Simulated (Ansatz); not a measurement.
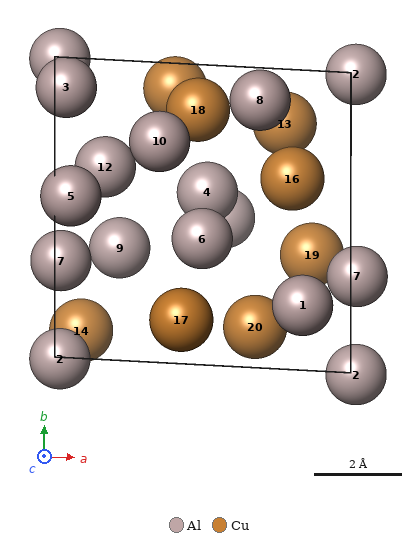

Figure 1. The input geometry (spheres-only view of the cell of the calculation, along the c axis; atoms are numbered from 1 in the order of the input). An atom can appear more than once, as a periodic image.

Molecular dynamics, with input and output: Al$_{3}$Cu$_{2}$ (part 1 of 2)

The run: molecular dynamics of Al$_{3}$Cu$_{2}$ (disordered cell, 20 atoms in the cell). Method and program: DFT PBEsol, scalar-relativistic, plane waves, PAW, no spin polarisation (Ansatz 0.2.0).

It belongs to a series of runs on one base structure; here: Langevin dynamics at 1720 K from a random packing. Figures and captions count atoms from 1; the log counts them from 0 in places.

The program's output
```
Warning: basis.ecutwfc = 320 eV is below the records' recommended 420 eV, and the density's cutoff is lower with it unless basis.ecutrho_ratio is high enough to keep the records' density cutoff: compare with a run at a higher cutoff
Warning: scf.convergence.dr2_threshold = 1e-5 eV is looser than this run's default, which is 1e-7 eV or tighter. The error in the forces grows as the threshold's square root, so leave the key out unless less accurate forces are enough
Warning: output.stress: scf.convergence.dr2_threshold = 1e-5 eV is looser than the 2e-9 eV advised for a printed stress (1e-10 eV for each atom of the cell: 20). What an SCF threshold leaves in a stress goes as its square root, and in the free energy as the threshold itself, and one threshold admits the most on a small cell: of the crystals measured, under no hybrid functional and no lock of the moments, on runs that ended without the residual-converged pass, on stresses that held no estimate of that error, the worst erred by over 100 MPa in a component at 1e-7 eV an atom and by under 5 at 1e-10. Set scf.convergence.dr2_threshold to 2e-9 eV or tighter. The threshold is an SCF's pass mark: one that does not reach it within its budget of iterations ends unconverged, or closes short of it on a stop that the run arms, and scf.convergence.dr2_threshold's page says what that costs each kind of run
band count auto-derived: 116 (N_el = 188.0; filled up to band 94; 114 by the electrons, moments and atoms)
Engine: ansatz 0.2.0, x86_64-unknown-linux-gnu
Pseudopotentials: kind: paw
Pseudopotential: Al, paw, valence charge 3, recommended cutoff 420 eV (normal), Al.paw.azcp
Pseudopotential: Cu, paw, valence charge 19, recommended cutoff 420 eV (normal), Cu.paw.azcp
Functional definition: PBEsol
  exchange = pbesol_x
  correlation = pbesol_c
Crystal: 20 atoms, lattice volume = 336.302 Å³
Basis set: ecut = 320 eV, 4373 PW (Γ)
Bands: 116, of which v1, the nominal top of the filled ones, is band 94 counted from 1 (93 counted from 0)
Symmetry: 1 space group operations
k-points: 1
Non-local potential: Al, projectors of the file, l = 0: 2, l = 1: 2, l = 2: 1
Non-local potential: Cu, projectors of the file, l = 0: 3, l = 1: 2, l = 2: 3, l = 3: 1
PAW form: soft (Blöchl's): semilocal exchange-correlation on the pseudo side does not see the compensation charge
PAW frozen core: Al, regenerated for the run's functional, and the local potential with it (the file was generated under x = pbe(κ = 0.804, μ = 0.2195149727645171), c = pbe(β = 0.06672455060314922))
PAW frozen core: Cu, regenerated for the run's functional, and the local potential with it (the file was generated under x = pbe(κ = 0.804, μ = 0.2195149727645171), c = pbe(β = 0.06672455060314922))
PAW one-centre angular grid: Al, 110 points (default); XC on 64 Gauss nodes
PAW one-centre angular grid: Cu, 590 points (default); XC on 64 Gauss nodes
Initial density: superposition of atomic densities (neutral atoms: chi_scale 0, normalization atom), corrected by the library's trained network
Initial wavefunctions: pseudopotential atomic-orbital guess
Functional: x = pbesol(κ = 0.804, μ = 0.12345679012345678), c = pbesol(β = 0.046)
SCF iter   1: F=—  HF=-58996.523799 eV  |F-HF|=—  |Δ(HF+E_count)|=         —  Δρ=1.00e-2  dr2=5.58e-1  ethr=1.77e-3  ⟨swp⟩=6.0  Hψ=466  notcnv=0
preconditioner: auto → Resta (q_TF=auto, 2.476 Å⁻¹)  ε∞=14.5  [insulator: Δε(μ)=0.341 eV  Ē_g=6.128 eV  σ=0.148 eV  W_gap=0.52  n_scr=80 (ndim 8)  ℏωp=22.5 eV  f_vac=0.001  D(μ)=7.53/eV (n_scr^D=42)  ε∞_Penn≈14.5]
SCF iter   2: F=—  HF=-58996.366359 eV  |F-HF|=—  |Δ(HF+E_count)|=   1.57e-1  Δρ=6.52e-3  dr2=2.74e-1  ethr=2.97e-4  ⟨swp⟩=2.0  Hψ=176  notcnv=0
SCF iter   3: F=—  HF=-58996.330046 eV  |F-HF|=—  |Δ(HF+E_count)|=   3.63e-2  Δρ=2.40e-3  dr2=6.21e-2  ethr=1.46e-4  ⟨swp⟩=1.0  Hψ=115  notcnv=0
SCF iter   4: F=—  HF=-58996.315047 eV  |F-HF|=—  |Δ(HF+E_count)|=   1.50e-2  Δρ=5.82e-4  dr2=1.59e-3  ethr=3.30e-5  ⟨swp⟩=2.0  Hψ=171  notcnv=0
SCF iter   5: F=—  HF=-58996.314873 eV  |F-HF|=—  |Δ(HF+E_count)|=   1.75e-4  Δρ=6.83e-4  dr2=1.02e-3  ethr=8.46e-7  ⟨swp⟩=2.0  Hψ=191  notcnv=0
SCF iter   6: F=—  HF=-58996.314650 eV  |F-HF|=—  |Δ(HF+E_count)|=   2.23e-4  Δρ=1.32e-4  dr2=6.94e-5  ethr=5.45e-7  ⟨swp⟩=2.0  Hψ=160  notcnv=0
SCF iter   7: F=-58996.314651 eV  HF=-58996.314654 eV  |F-HF|=2.23e-6  |Δ(HF+E_count)|=   4.07e-6  Δρ=3.52e-5  dr2=6.84e-6  ethr=5.32e-9  ⟨swp⟩=3.0  Hψ=389  notcnv=0
SCF 1 converged in 7 iterations: F = -58996.314651 eV  dr2 = 6.84e-6
  greatest PAW one-centre occupation: 1.000 electrons in one spin orbital (limit 2), on the Cu atom at site 19 (counted from 0), in its partial waves of l = 0
md step     0: t =     0.00 fs  T =  1634.0 K  F+E_penalty+E_count = -58996.31465140 eV  E_kin = 4.224217 eV  P_inst = 0.7112 GPa  (7 SCF iters)
Initial density: handed on by an earlier stage of this run
Initial wavefunctions: those handed on with the density
iter 1 solved again at ethr=3.40e-5 eV; its pass at ethr=3.10e-3 eV (dr2=6.39e-2 eV) is discarded
SCF iter   1: F=—  HF=-58996.359041 eV  |F-HF|=—  |Δ(HF+E_count)|=         —  Δρ=3.26e-3  dr2=6.26e-2  ethr=3.40e-5  ⟨swp⟩=1.0  Hψ=508  notcnv=0
preconditioner: auto → Kerker (q_TF=auto, 2.476 Å⁻¹)  [metal: Δε(μ)=0.295 eV  Ē_g=6.146 eV  σ=0.148 eV  W_gap=0.46  n_scr=80 (ndim 8)  ℏωp=22.5 eV  f_vac=0.001  D(μ)=8.12/eV (n_scr^D=56)]
SCF iter   2: F=—  HF=-58996.348386 eV  |F-HF|=—  |Δ(HF+E_count)|=   1.07e-2  Δρ=1.88e-3  dr2=2.56e-2  ethr=3.33e-5  ⟨swp⟩=1.0  Hψ=116  notcnv=0
SCF iter   3: F=—  HF=-58996.342172 eV  |F-HF|=—  |Δ(HF+E_count)|=   6.21e-3  Δρ=7.83e-4  dr2=1.67e-3  ethr=1.36e-5  ⟨swp⟩=2.0  Hψ=173  notcnv=0
SCF iter   4: F=—  HF=-58996.341661 eV  |F-HF|=—  |Δ(HF+E_count)|=   5.11e-4  Δρ=2.37e-4  dr2=2.63e-4  ethr=8.87e-7  ⟨swp⟩=2.0  Hψ=202  notcnv=0
SCF iter   5: F=—  HF=-58996.341607 eV  |F-HF|=—  |Δ(HF+E_count)|=   5.45e-5  Δρ=5.58e-5  dr2=2.75e-5  ethr=1.40e-7  ⟨swp⟩=3.0  Hψ=174  notcnv=0
SCF iter   6: F=-58996.341596 eV  HF=-58996.341602 eV  |F-HF|=5.91e-6  |Δ(HF+E_count)|=   5.13e-6  Δρ=4.50e-5  dr2=4.85e-6  ethr=5.32e-9  ⟨swp⟩=4.0  Hψ=360  notcnv=0
SCF 2 converged in 6 iterations: F = -58996.341596 eV  dr2 = 4.85e-6
md step     1: t =     3.00 fs  T =  1347.9 K  F+E_penalty+E_count = -58996.34159559 eV  E_kin = 3.484711 eV  P_inst = 0.4902 GPa  (6 SCF iters)
[... from here on the SCF iterations and repeated set-up lines of each step are left out, up to the last step ...]
SCF 3 converged in 6 iterations: F = -58996.351135 eV  dr2 = 5.57e-6
md step     2: t =     6.00 fs  T =  1443.9 K  F+E_penalty+E_count = -58996.35113459 eV  E_kin = 3.732886 eV  P_inst = 0.6033 GPa  (6 SCF iters)
SCF 4 converged in 6 iterations: F = -58996.428984 eV  dr2 = 5.37e-6
md step     3: t =     9.00 fs  T =  1376.1 K  F+E_penalty+E_count = -58996.42898444 eV  E_kin = 3.557554 eV  P_inst = 0.5550 GPa  (6 SCF iters)
SCF 5 converged in 6 iterations: F = -58996.595402 eV  dr2 = 5.09e-6
md step     4: t =    12.00 fs  T =  1271.5 K  F+E_penalty+E_count = -58996.59540218 eV  E_kin = 3.286994 eV  P_inst = 0.4522 GPa  (6 SCF iters)
SCF 6 converged in 5 iterations: F = -58996.879772 eV  dr2 = 1.27e-6
md step     5: t =    15.00 fs  T =  1665.0 K  F+E_penalty+E_count = -58996.87977175 eV  E_kin = 4.304334 eV  P_inst = 0.6626 GPa  (5 SCF iters)
SCF 7 converged in 5 iterations: F = -58997.165019 eV  dr2 = 4.31e-6
md step     6: t =    18.00 fs  T =  1856.4 K  F+E_penalty+E_count = -58997.16501917 eV  E_kin = 4.799130 eV  P_inst = 0.7098 GPa  (5 SCF iters)
SCF 8 converged in 5 iterations: F = -58997.298337 eV  dr2 = 8.14e-6
md step     7: t =    21.00 fs  T =  1760.0 K  F+E_penalty+E_count = -58997.29833685 eV  E_kin = 4.550049 eV  P_inst = 0.6764 GPa  (5 SCF iters)
SCF 9 converged in 5 iterations: F = -58997.335880 eV  dr2 = 3.27e-6
md step     8: t =    24.00 fs  T =  2022.8 K  F+E_penalty+E_count = -58997.33587977 eV  E_kin = 5.229223 eV  P_inst = 1.0743 GPa  (5 SCF iters)
SCF 10 converged in 5 iterations: F = -58997.232105 eV  dr2 = 4.05e-6
md step     9: t =    27.00 fs  T =  1891.0 K  F+E_penalty+E_count = -58997.23210460 eV  E_kin = 4.888648 eV  P_inst = 1.3376 GPa  (5 SCF iters)
SCF 11 converged in 7 iterations: F = -58997.016344 eV  dr2 = 6.20e-7
md step    10: t =    30.00 fs  T =  1962.4 K  F+E_penalty+E_count = -58997.01634422 eV  E_kin = 5.073258 eV  P_inst = 1.8550 GPa  (7 SCF iters)
SCF 12 converged in 5 iterations: F = -58996.773604 eV  dr2 = 6.85e-6
md step    11: t =    33.00 fs  T =  1763.3 K  F+E_penalty+E_count = -58996.77360356 eV  E_kin = 4.558379 eV  P_inst = 2.1409 GPa  (5 SCF iters)
SCF 13 converged in 5 iterations: F = -58996.571855 eV  dr2 = 4.27e-6
md step    12: t =    36.00 fs  T =  1681.3 K  F+E_penalty+E_count = -58996.57185496 eV  E_kin = 4.346539 eV  P_inst = 2.4334 GPa  (5 SCF iters)
SCF 14 converged in 5 iterations: F = -58996.485388 eV  dr2 = 6.55e-6
md step    13: t =    39.00 fs  T =  1510.1 K  F+E_penalty+E_count = -58996.48538828 eV  E_kin = 3.903859 eV  P_inst = 2.4733 GPa  (5 SCF iters)
SCF 15 converged in 5 iterations: F = -58996.531095 eV  dr2 = 5.31e-6
md step    14: t =    42.00 fs  T =  1731.5 K  F+E_penalty+E_count = -58996.53109454 eV  E_kin = 4.476217 eV  P_inst = 2.6633 GPa  (5 SCF iters)
SCF 16 converged in 5 iterations: F = -58996.682042 eV  dr2 = 5.78e-6
md step    15: t =    45.00 fs  T =  1538.8 K  F+E_penalty+E_count = -58996.68204243 eV  E_kin = 3.978184 eV  P_inst = 2.3864 GPa  (5 SCF iters)
SCF 17 converged in 5 iterations: F = -58996.924848 eV  dr2 = 7.15e-6
md step    16: t =    48.00 fs  T =  1618.6 K  F+E_penalty+E_count = -58996.92484830 eV  E_kin = 4.184319 eV  P_inst = 2.1871 GPa  (5 SCF iters)
SCF 18 converged in 5 iterations: F = -58997.233557 eV  dr2 = 5.85e-6
md step    17: t =    51.00 fs  T =  1479.6 K  F+E_penalty+E_count = -58997.23355725 eV  E_kin = 3.824954 eV  P_inst = 1.6538 GPa  (5 SCF iters)
SCF 19 converged in 5 iterations: F = -58997.516384 eV  dr2 = 4.47e-6
md step    18: t =    54.00 fs  T =  1599.1 K  F+E_penalty+E_count = -58997.51638390 eV  E_kin = 4.133870 eV  P_inst = 1.3609 GPa  (5 SCF iters)
SCF 20 converged in 5 iterations: F = -58997.750729 eV  dr2 = 5.78e-6
md step    19: t =    57.00 fs  T =  1693.2 K  F+E_penalty+E_count = -58997.75072922 eV  E_kin = 4.377208 eV  P_inst = 1.1524 GPa  (5 SCF iters)
SCF 21 converged in 6 iterations: F = -58997.960116 eV  dr2 = 8.78e-6
md step    20: t =    60.00 fs  T =  1729.4 K  F+E_penalty+E_count = -58997.96011575 eV  E_kin = 4.470766 eV  P_inst = 0.9141 GPa  (6 SCF iters)
SCF 22 converged in 5 iterations: F = -58998.088640 eV  dr2 = 7.99e-6
md step    21: t =    63.00 fs  T =  1810.3 K  F+E_penalty+E_count = -58998.08863979 eV  E_kin = 4.679967 eV  P_inst = 0.7792 GPa  (5 SCF iters)
SCF 23 converged in 5 iterations: F = -58998.141097 eV  dr2 = 3.07e-6
md step    22: t =    66.00 fs  T =  1593.7 K  F+E_penalty+E_count = -58998.14109720 eV  E_kin = 4.120159 eV  P_inst = 0.5096 GPa  (5 SCF iters)
SCF 24 converged in 5 iterations: F = -58998.149486 eV  dr2 = 5.58e-6
md step    23: t =    69.00 fs  T =  1377.3 K  F+E_penalty+E_count = -58998.14948604 eV  E_kin = 3.560666 eV  P_inst = 0.2980 GPa  (5 SCF iters)
iter 1 solved again at ethr=2.23e-5 eV; its pass at ethr=3.10e-3 eV (dr2=4.20e-2 eV) is discarded
SCF iter   1: F=—  HF=-58998.157368 eV  |F-HF|=—  |Δ(HF+E_count)|=         —  Δρ=3.27e-3  dr2=4.18e-2  ethr=2.23e-5  ⟨swp⟩=1.0  Hψ=610  notcnv=0
preconditioner: auto → Kerker (q_TF=auto, 2.476 Å⁻¹)  [metal: Δε(μ)=0.199 eV  Ē_g=6.297 eV  σ=0.148 eV  W_gap=0.32  n_scr=80 (ndim 8)  ℏωp=22.5 eV  f_vac=0.001  D(μ)=9.58/eV (n_scr^D=78)]
SCF iter   2: F=—  HF=-58998.149280 eV  |F-HF|=—  |Δ(HF+E_count)|=   8.09e-3  Δρ=1.79e-3  dr2=1.70e-2  ethr=2.22e-5  ⟨swp⟩=1.0  Hψ=116  notcnv=0
SCF iter   3: F=—  HF=-58998.145132 eV  |F-HF|=—  |Δ(HF+E_count)|=   4.15e-3  Δρ=8.84e-4  dr2=2.12e-3  ethr=9.03e-6  ⟨swp⟩=3.0  Hψ=230  notcnv=0
SCF iter   4: F=—  HF=-58998.144540 eV  |F-HF|=—  |Δ(HF+E_count)|=   5.92e-4  Δρ=2.30e-4  dr2=3.05e-4  ethr=1.13e-6  ⟨swp⟩=2.0  Hψ=203  notcnv=0
SCF iter   5: F=—  HF=-58998.144482 eV  |F-HF|=—  |Δ(HF+E_count)|=   5.73e-5  Δρ=6.54e-5  dr2=2.22e-5  ethr=1.62e-7  ⟨swp⟩=2.0  Hψ=121  notcnv=0
SCF iter   6: F=-58998.144470 eV  HF=-58998.144480 eV  |F-HF|=1.06e-5  |Δ(HF+E_count)|=   2.10e-6  Δρ=5.83e-5  dr2=8.78e-6  ethr=5.32e-9  ⟨swp⟩=4.0  Hψ=365  notcnv=0
SCF 25 converged in 6 iterations: F = -58998.144470 eV  dr2 = 8.78e-6
md step    24: t =    72.00 fs  T =  1578.9 K  F+E_penalty+E_count = -58998.14446971 eV  E_kin = 4.081815 eV  P_inst = 0.4503 GPa  (6 SCF iters)
```

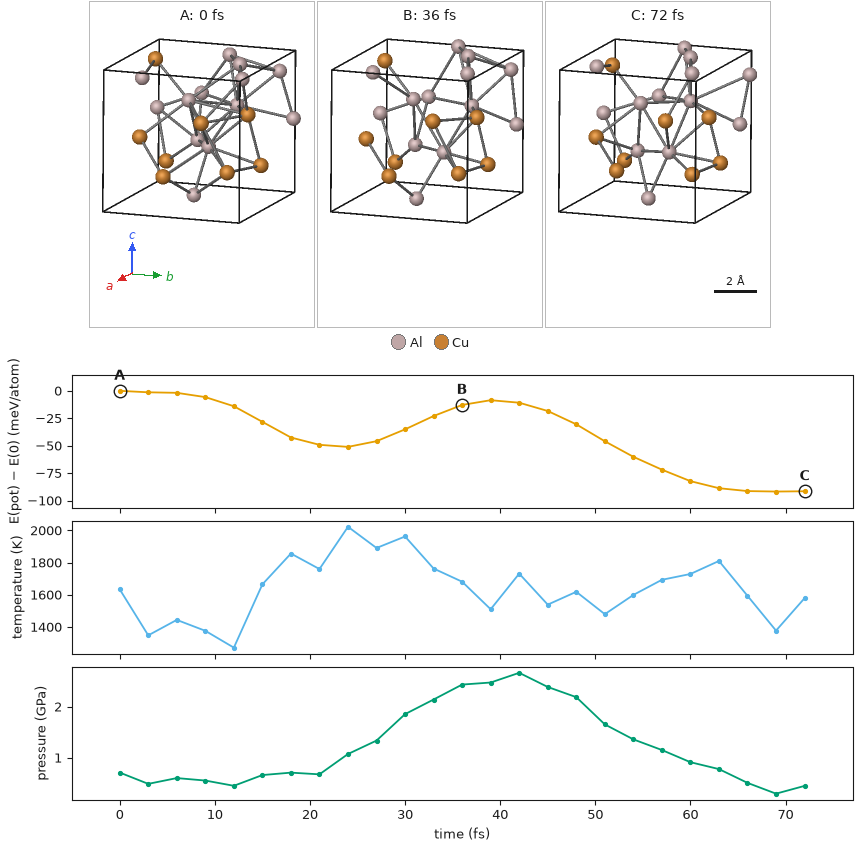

Figure 2. Frames of the molecular dynamics (ball-and-stick, simulation cell, seen slightly off an axis) above the curves, on which the letters mark them. The trajectory kept here has 25 frames over 72 fs. The temperature starts at 1634 K, ranges from 1271 to 2023 K and averages 1611 K over the second half. The potential energy ends 91.5 meV/atom below its first value. With the common drift removed, the root-mean-square displacement is 0.47 Å, and Al9 has moved furthest (1.10 Å).

```
SCF converged after 6 iterations
Free energy (F): -58998.144470 eV
Harris-Foulkes:  -58998.144480 eV  (|F-HF|=1.06e-5)
Internal energy: -58997.487245 eV  (E = F + TS)
E sigma→0 (E₀):  -58997.815857 eV
Entropy (-TS):   -0.657225 eV (-32.861 meV/atom)
Fermi energy:    8.944939 eV
--- Per-component energies (eV) ---
  E_band       = -3959.665245
  E_kinetic    = 2663.121210
  E_local      = -53559.398972  (includes V_loc(G=0)·N_el)
  E_nonlocal   = 3323.825911
  E_hartree    = 24309.894841
  E_xc         = -1172.556253
  E_vxc        = -1256.257132  (∫ρ·V_xc dr)
  E_paw        = -18524.018322  (= ΣΔE_a)
  E_vpaw       = -3751.128007  (= ΣTr[D̂ρ^β])
  E_aug_tail   = -0.008881  (compensation charges beyond the density's cutoff)
  E_ewald      = -16040.226064
  E_core_change = 1.879286  (= ΣΔE_core)
  E_smearing   = -0.657225  (= −TS)
  E_closure    = 0.000000  (closes the sum)
  Σ components = -58998.144470   (vs F -58998.144470, Δ=0.00e0)
--- Forces (eV/Å), atoms counted from 1 ---
  atom   1  Al    -0.75899420     0.68549589     0.99367519
  atom   2  Al     1.34758669     0.36319942    -0.98578371
  atom   3  Al     1.21849978    -1.02958451     0.33672361
  atom   4  Al     0.37585877     0.83712547     1.26861164
  atom   5  Al    -1.22622055     0.08819185    -0.04165476
  atom   6  Al     0.24785892    -0.16501832    -0.93366384
  atom   7  Al    -0.52798525    -0.36916076    -0.03802267
  atom   8  Al     0.32488524     0.30238954    -1.02697711
  atom   9  Al    -0.41778219    -0.56089971     0.19458035
  atom  10  Al    -1.41262997     2.12624490     0.42972636
  atom  11  Al     2.14640751    -1.96732417     0.52182335
  atom  12  Al    -0.92614710    -0.49616426    -1.03001682
  atom  13  Cu     0.18614301    -0.11982706    -0.27307648
  atom  14  Cu    -0.25993910    -0.66647911    -0.16080743
  atom  15  Cu    -0.85315424    -0.00409059    -1.08293796
  atom  16  Cu    -0.06667755    -0.13960184     0.05454285
  atom  17  Cu    -0.10200660    -0.69967442     0.65781875
  atom  18  Cu     0.47675366     0.29074955     0.85235502
  atom  19  Cu    -0.47565574     0.03512226    -0.45215113
  atom  20  Cu     0.70260690     1.49089189     0.71523588
  max |Σ_I F_I| component: 1.59e-3 eV/Å
--- Stress (GPa, compression-positive) ---
       -2.583615      -2.581857      -2.033245
       -2.581857      -0.287417      -4.554362
       -2.033245      -4.554362       0.332565
  P = ⅓ Tr σ = -0.8462 GPa (-8.462 kbar)
--- MD trajectory: 24 steps, t = 0.0 → 72.0 fs ---
  final state: T = 1578.9 K   F+E_penalty+E_count = -58998.14446971 eV   E_kin = 4.081815 eV
```

File md.tsv
```
# step	time_fs	lagrangian_ev	e_kin_ev	conserved_ev	temperature_k	n_scf	instantaneous_pressure_gpa	pulay_correction_pressure_gpa	volume_ang3	basis_selection	selection_volumetric_strain	selection_max_deviatoric_strain	pulay_correction_read	pulay_correction_kernel_widenings	a_ang	b_ang	c_ang	alpha_deg	beta_deg	gamma_deg	quantum_kinetic_energy_ev	gyration_radius_ang	target_temperature_k	e_deformation_potential
0	0.000000	-5.8996314651e4	4.2242167651e0	nan	1634.0000	7	7.1123303478e-1	4.9682733465e0	nan	nan	nan	nan	nan	nan	nan	nan	nan	nan	nan	nan	nan	nan	nan	0.0000000000e0
1	3.000000	-5.8996341596e4	3.4847111248e0	nan	1347.9464	6	4.9015004068e-1	4.9630308590e0	nan	nan	nan	nan	nan	nan	nan	nan	nan	nan	nan	nan	nan	nan	nan	0.0000000000e0
2	6.000000	-5.8996351135e4	3.7328861039e0	nan	1443.9448	6	6.0326897947e-1	4.9575651343e0	nan	nan	nan	nan	nan	nan	nan	nan	nan	nan	nan	nan	nan	nan	nan	0.0000000000e0
3	9.000000	-5.8996428984e4	3.5575537812e0	nan	1376.1232	6	5.5497814829e-1	4.9548049006e0	nan	nan	nan	nan	nan	nan	nan	nan	nan	nan	nan	nan	nan	nan	nan	0.0000000000e0
4	12.000000	-5.8996595402e4	3.2869944266e0	nan	1271.4662	6	4.5219202045e-1	4.9600469201e0	nan	nan	nan	nan	nan	nan	nan	nan	nan	nan	nan	nan	nan	nan	nan	0.0000000000e0
5	15.000000	-5.8996879772e4	4.3043336134e0	nan	1664.9906	5	6.6256862521e-1	4.9720546239e0	nan	nan	nan	nan	nan	nan	nan	nan	nan	nan	nan	nan	nan	nan	nan	0.0000000000e0
6	18.000000	-5.8997165019e4	4.7991298918e0	nan	1856.3863	5	7.0976903827e-1	4.9877892511e0	nan	nan	nan	nan	nan	nan	nan	nan	nan	nan	nan	nan	nan	nan	nan	0.0000000000e0
7	21.000000	-5.8997298337e4	4.5500493078e0	nan	1760.0377	5	6.7643310070e-1	5.0041773212e0	nan	nan	nan	nan	nan	nan	nan	nan	nan	nan	nan	nan	nan	nan	nan	0.0000000000e0
8	24.000000	-5.8997335880e4	5.2292228173e0	nan	2022.7537	5	1.0743054477e0	5.0221716093e0	nan	nan	nan	nan	nan	nan	nan	nan	nan	nan	nan	nan	nan	nan	nan	0.0000000000e0
9	27.000000	-5.8997232105e4	4.8886481887e0	nan	1891.0135	5	1.3375533414e0	5.0385647286e0	nan	nan	nan	nan	nan	nan	nan	nan	nan	nan	nan	nan	nan	nan	nan	0.0000000000e0
10	30.000000	-5.8997016344e4	5.0732581161e0	nan	1962.4239	7	1.8550279204e0	5.0463887967e0	nan	nan	nan	nan	nan	nan	nan	nan	nan	nan	nan	nan	nan	nan	nan	0.0000000000e0
11	33.000000	-5.8996773604e4	4.5583793175e0	nan	1763.2598	5	2.1408644141e0	5.0446019599e0	nan	nan	nan	nan	nan	nan	nan	nan	nan	nan	nan	nan	nan	nan	nan	0.0000000000e0
12	36.000000	-5.8996571855e4	4.3465386607e0	nan	1681.3162	5	2.4334135962e0	5.0413465609e0	nan	nan	nan	nan	nan	nan	nan	nan	nan	nan	nan	nan	nan	nan	nan	0.0000000000e0
13	39.000000	-5.8996485388e4	3.9038590052e0	nan	1510.0801	5	2.4732951926e0	5.0394183117e0	nan	nan	nan	nan	nan	nan	nan	nan	nan	nan	nan	nan	nan	nan	nan	0.0000000000e0
14	42.000000	-5.8996531095e4	4.4762168942e0	nan	1731.4780	5	2.6633061166e0	5.0382098654e0	nan	nan	nan	nan	nan	nan	nan	nan	nan	nan	nan	nan	nan	nan	nan	0.0000000000e0
15	45.000000	-5.8996682042e4	3.9781841973e0	nan	1538.8304	5	2.3863891071e0	5.0377114714e0	nan	nan	nan	nan	nan	nan	nan	nan	nan	nan	nan	nan	nan	nan	nan	0.0000000000e0
16	48.000000	-5.8996924848e4	4.1843194843e0	nan	1618.5670	5	2.1871275125e0	5.0371688974e0	nan	nan	nan	nan	nan	nan	nan	nan	nan	nan	nan	nan	nan	nan	nan	0.0000000000e0
17	51.000000	-5.8997233557e4	3.8249537902e0	nan	1479.5582	5	1.6538461427e0	5.0355169463e0	nan	nan	nan	nan	nan	nan	nan	nan	nan	nan	nan	nan	nan	nan	nan	0.0000000000e0
18	54.000000	-5.8997516384e4	4.1338697051e0	nan	1599.0522	5	1.3608729900e0	5.0349932738e0	nan	nan	nan	nan	nan	nan	nan	nan	nan	nan	nan	nan	nan	nan	nan	0.0000000000e0
19	57.000000	-5.8997750729e4	4.3772080395e0	nan	1693.1797	5	1.1523859260e0	5.0381741173e0	nan	nan	nan	nan	nan	nan	nan	nan	nan	nan	nan	nan	nan	nan	nan	0.0000000000e0
20	60.000000	-5.8997960116e4	4.4707657053e0	nan	1729.3694	6	9.1414390000e-1	5.0419002159e0	nan	nan	nan	nan	nan	nan	nan	nan	nan	nan	nan	nan	nan	nan	nan	0.0000000000e0
21	63.000000	-5.8998088640e4	4.6799673651e0	nan	1810.2922	5	7.7915552682e-1	5.0448902969e0	nan	nan	nan	nan	nan	nan	nan	nan	nan	nan	nan	nan	nan	nan	nan	0.0000000000e0
22	66.000000	-5.8998141097e4	4.1201591609e0	nan	1593.7487	5	5.0964597706e-1	5.0488724846e0	nan	nan	nan	nan	nan	nan	nan	nan	nan	nan	nan	nan	nan	nan	nan	0.0000000000e0
23	69.000000	-5.8998149486e4	3.5606664285e0	nan	1377.3273	5	2.9804556647e-1	5.0530894537e0	nan	nan	nan	nan	nan	nan	nan	nan	nan	nan	nan	nan	nan	nan	nan	0.0000000000e0
24	72.000000	-5.8998144470e4	4.0818148281e0	nan	1578.9165	6	4.5025689886e-1	5.0543592321e0	nan	nan	nan	nan	nan	nan	nan	nan	nan	nan	nan	nan	nan	nan	nan	0.0000000000e0
```
